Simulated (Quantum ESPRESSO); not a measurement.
## Energy of CoO along an even scaling of the cell

System: CoO (R-3m, 2 atoms in the cell).
Method: Kohn-Sham DFT of a periodic cell, PBE, SSSP 1.3 efficiency PBE, spin-polarised (Quantum ESPRESSO 7.5).

The 7 runs differ only in the geometry, by an even scaling of the cell at fixed fractional positions. The structure derives from a Materials Project entry.

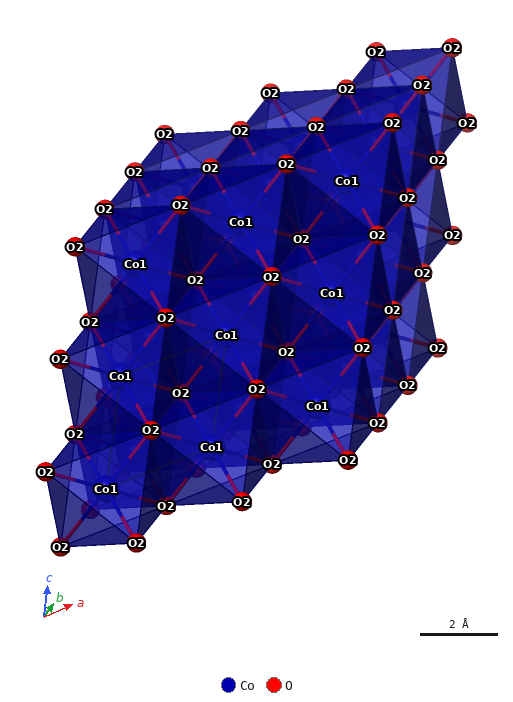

Figure 1. The structure of run 4 (polyhedral view of the cell of the calculation, repeated 2 × 2 × 2, seen slightly off an axis; polyhedra are completed across the faces of the cell; atoms are numbered from 1 in the order of the input). An atom can appear more than once, as a periodic image.

### Input of run 4
```
&CONTROL
  calculation = 'scf'
  prefix = 'pwscf'
  outdir = './tmp'
  pseudo_dir = './pseudo'
  tstress = .true.
  disk_io = 'nowf'
/
&SYSTEM
  ibrav = 0
  nat = 2
  ntyp = 2
  ecutwfc = 55
  ecutrho = 440
  nbnd = 21
  occupations = 'smearing'
  smearing = 'fd'
  degauss = 0.00367493
  nspin = 2
  starting_magnetization(1) = 0.1176
  starting_magnetization(2) = 0
/
&ELECTRONS
  conv_thr = 4d-10
  electron_maxstep = 120
  mixing_beta = 0.3
/
ATOMIC_SPECIES
Co    58.9332 Co_pbe_v1.2.uspp.F.UPF
O     15.9990 O.pbe-n-kjpaw_psl.0.1.UPF
CELL_PARAMETERS angstrom
   1.5054695445    0.8691832468    2.4399269062
  -1.5054695445    0.8691832468    2.4399269062
   0.0000000000   -1.7383664936    2.4399269062
ATOMIC_POSITIONS crystal
Co     0.0000000000    0.0000000000    0.0000000000
O      0.5000000000    0.5000000000    0.5000000000
K_POINTS automatic
11 11 11 0 0 0
```

Command:
```bash
OMP_NUM_THREADS=1 mpirun -n 2 pw.x -nk 2 -in pw.in > pw.out
```

Lattice vectors (Å) and fractional positions of run 4:
```
   1.505470    0.869183    2.439927
  -1.505470    0.869183    2.439927
   0.000000   -1.738366    2.439927
Co  0.000000  0.000000  0.000000
O   0.500000  0.500000  0.500000
```

Run 2 differs from it as follows:
```diff
-   1.5054695445    0.8691832468    2.4399269062
-  -1.5054695445    0.8691832468    2.4399269062
-   0.0000000000   -1.7383664936    2.4399269062
+   1.4851228673    0.8574360872    2.4069508786
+  -1.4851228673    0.8574360872    2.4069508786
+   0.0000000000   -1.7148721745    2.4069508786
```

### Results, with one run withheld

```tsv
run	volume per atom (Å³)	free energy per atom, from the lowest run given (meV)	pressure (GPa)
1	9.003	22.40	12.20
2	9.195	?	?
3	9.387	2.72	3.88
4	9.578	0.00	0.10
5	9.770	1.68	−3.43
6	9.961	7.39	−6.63
7	10.153	16.75	−9.55
```

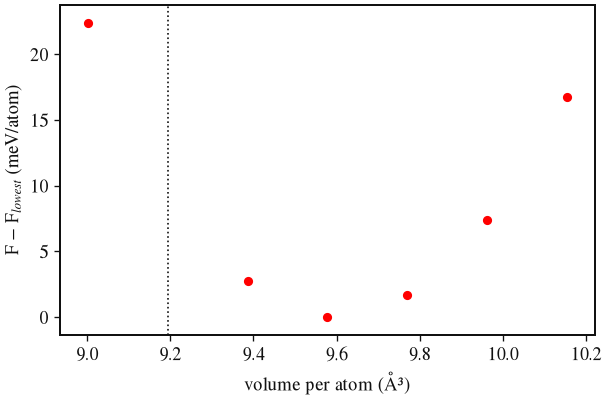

Figure 2. Free energy per atom of the runs given; the dotted line marks run 2.

What should run 2 give?

A cubic polynomial in V^(−2/3) (the Birch–Murnaghan form), fitted to the 6 runs given, misses them by at most 0.04 meV per atom. With x = V^(−2/3) − 0.22093 Å⁻², it reads F = 0.06802 − 239.62 x + 2.4811e+05 x² − 7.1021e+05 x³ (meV per atom). At run 2 it gives 10.03 meV per atom, and the run itself gives 10.09. The slope of the fit gives a pressure −dF/dV of 8.17 GPa there, and the run prints 7.87 GPa. The two needn't agree exactly: the fit is approximate, and the printed stress is taken on a finite basis. The fit has its minimum at 9.598 Å³ per atom, where V d²F/dV² gives 180 GPa. Cell shape and fractional positions are held, so this is the stiffness under even scaling; the relaxed bulk modulus wasn't computed.

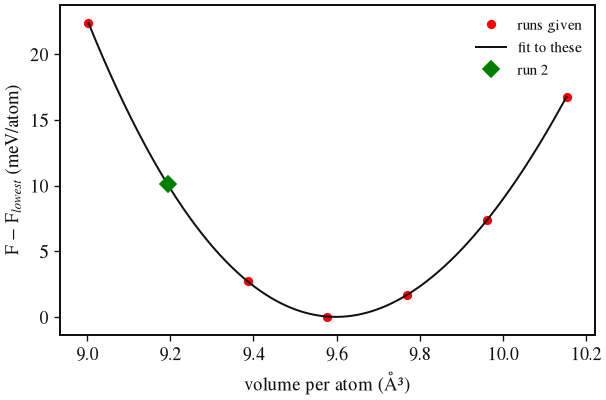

Figure 3. The fit and the withheld run.

### Some lines of the output (run 2)
```
[...]
     total energy              =    -340.08565454 Ry
     total energy              =    -340.08558225 Ry
     total energy              =    -340.08566564 Ry
     total energy              =    -340.08567219 Ry
     total energy              =    -340.08569909 Ry
     total energy              =    -340.08570196 Ry
     total energy              =    -340.08570072 Ry
     total energy              =    -340.08570209 Ry
     total energy              =    -340.08570240 Ry
     the Fermi energy is    14.8966 ev
!    total energy              =    -340.08570240 Ry
     The total energy is F=E-TS. E is the sum of the following terms:
     Computing stress (Cartesian axis) and pressure
          total   stress  (Ry/bohr**3)                   (kbar)     P=       78.74
```
